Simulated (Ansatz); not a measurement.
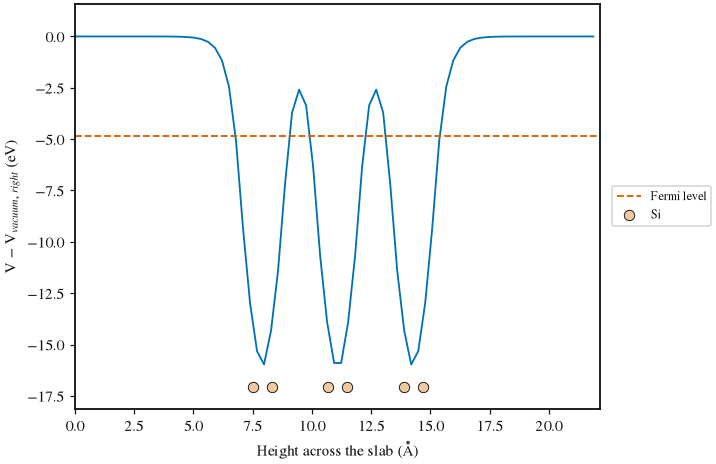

Plane-averaged electrostatic potential energy of an electron across the slab; circles at the bottom mark the heights of the atoms. System: a (001) slab cut from Si (P6_3/mmc), 6 atoms in the cell. Level of theory: DFT PBE, scalar-relativistic, plane waves, PAW, no spin polarisation, 9×9×1 k mesh, 420 eV cutoff; code Ansatz 0.2.0.

The work function is 4.83 eV, the same on both faces. The two vacuum levels agree, so the slab has no net dipole along its normal. The outermost atoms are 7.2 Å apart, which leaves 15.0 Å of vacuum in a cell 22.2 Å high.

The atoms aren't at rest in this cell (largest force 0.6 eV/Å), so the relaxed material can differ.
